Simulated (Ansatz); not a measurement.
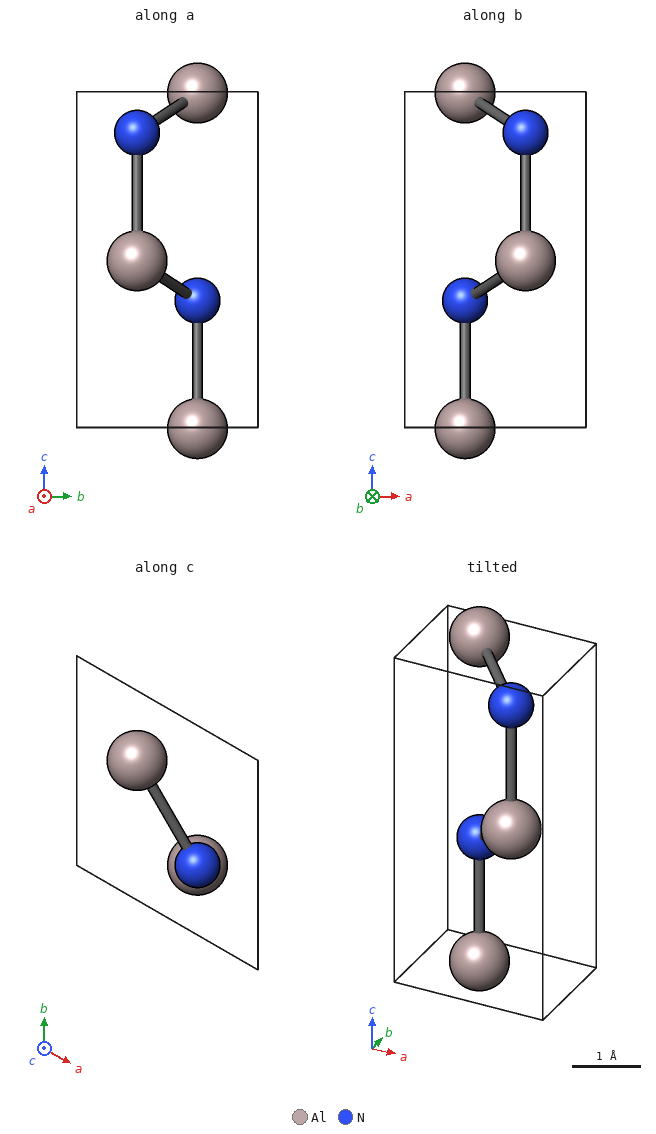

The figure gives a ball-and-stick picture of the atoms, viewed along the a axis, along the b axis, along the c axis and slightly off an axis. The edges of the conventional unit cell are marked.

Lattice parameters: a = 3.107 Å, b = 3.107 Å, c = 4.979 Å, α = 90.00°, β = 90.00°, γ = 120.00°. Put a along x and b in the xy plane.

Q: Give the structure in the form of a POSCAR file, with free fractional coordinates to two decimals.

A:
```
Al N
1.0
     3.107    0.000    0.000
    -1.553    2.690    0.000
     0.000    0.000    4.979
Al N
2 2
Direct
  0.3333 0.6667 0.00
  0.6667 0.3333 0.50
  0.3333 0.6667 0.38
  0.6667 0.3333 0.88
```

Its origin is a structure type filled with these elements by a generator (whether the compound takes this form wasn't checked). The structure drawn was relaxed with DFT, r2SCAN, plane waves, PAW (Ansatz 0.2.0).
